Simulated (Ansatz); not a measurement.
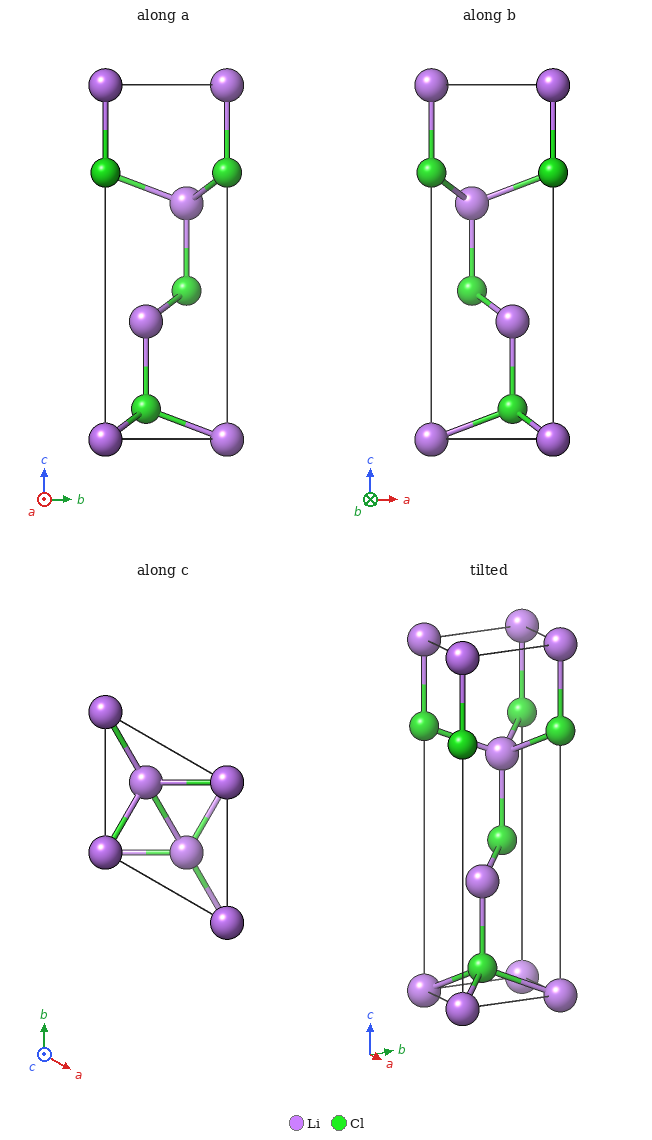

The crystal in a ball-and-stick representation, seen along the a axis, along the b axis, along the c axis and slightly off an axis. Lines trace the edges of the conventional unit cell.

Lattice parameters: a = 3.8651 Å, b = 3.8651 Å, c = 9.7516 Å, α = 90.000°, β = 90.000°, γ = 120.000°.

Q: Set out the cell and atoms as a CIF in P1 with every atom of the cell, with free fractional coordinates to two decimals.

A:
```cif
data_structure
_symmetry_space_group_name_H-M 'P 1'
_symmetry_Int_Tables_number 1
_cell_length_a 3.8651
_cell_length_b 3.8651
_cell_length_c 9.7516
_cell_angle_alpha 90.000
_cell_angle_beta 90.000
_cell_angle_gamma 120.000
_cell_volume 126.16
loop_
_atom_site_label
_atom_site_type_symbol
_atom_site_fract_x
_atom_site_fract_y
_atom_site_fract_z
_atom_site_occupancy
Li1 Li 0.6667 0.3333 0.33 1
Cl1 Cl 0.6667 0.3333 0.09 1
Li2 Li 0.3333 0.6667 0.66 1
Cl2 Cl 0.3333 0.6667 0.42 1
Li3 Li 0.00 0.00 0.00 1
Cl3 Cl 0.00 0.00 0.75 1
```

The cell started as a structure type filled with these elements by a generator (whether the compound takes this form wasn't checked). The cell was then strained or its atoms displaced on purpose. It was run through Ansatz as a DFT input.
